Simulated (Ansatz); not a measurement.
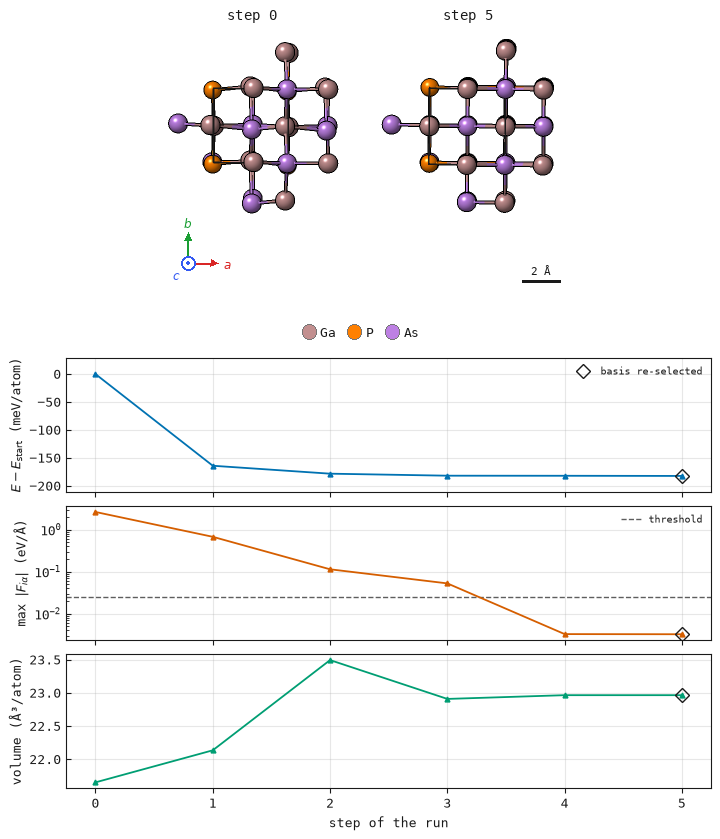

First and last geometry of a relaxation of crystalline Ga4As3P (a generated structure, set up in P1) (coarse preliminary run), with the history of the run. A ball-and-stick model of the cell of the calculation, seen along the c axis.

All numbers below come from Ansatz 0.2.0, DFT PBE, scalar-relativistic, plane waves, PAW. (plane-wave cutoff 420 eV; k-point mesh 4 × 4 × 2; occupations gaussian; smearing width 0.1 eV; no spin polarisation; cell and atoms relaxed; force threshold 0.025 eV/Å; at most 60 steps)

Did the run converge, and what did it change?

It converged. The atom that moves furthest relative to the cell is a Ga atom (0.21 Å along [−3 −1 −1]). By element the largest moves are Ga 0.21 Å, As 0.19 Å, P 0.12 Å. The volume changes by +6.1 %, with a 3.975 → 4.041 Å (+1.7 %), b 3.941 → 4.042 Å (+2.6 %), c 11.063 → 11.248 Å (+1.7 %), α 89.0° → 90.0°, β 89.7° → 90.0°, γ 90.9° → 90.0°. Among the contacts that change: As–Ga 2.723 → 2.476 Å, As–Ga 2.252 → 2.476 Å, Ga–P 2.229 → 2.419 Å, As–Ga 2.324 → 2.476 Å. Bond angles that change, for instance: Ga–As–Ga 119.9° → 109.5°, Ga–As–Ga 119.0° → 109.4°, As–Ga–As 119.0° → 109.4°. The space group (tolerance 0.01 Å) goes from P1 (No. 1) to P-4m2 (No. 115). Over 4 accepted moves (5 points after the start) the energy falls by 182 meV per atom. Largest force component: 2.6 eV/Å at the start, 0.0032 eV/Å at the end. Pressure: 6.55 GPa at the start and 0.01 GPa at the end. The SCF was repeated once at an unchanged geometry on a basis and grid sized afresh for the cell, which shifted the energy by 0.3 meV per atom at most.
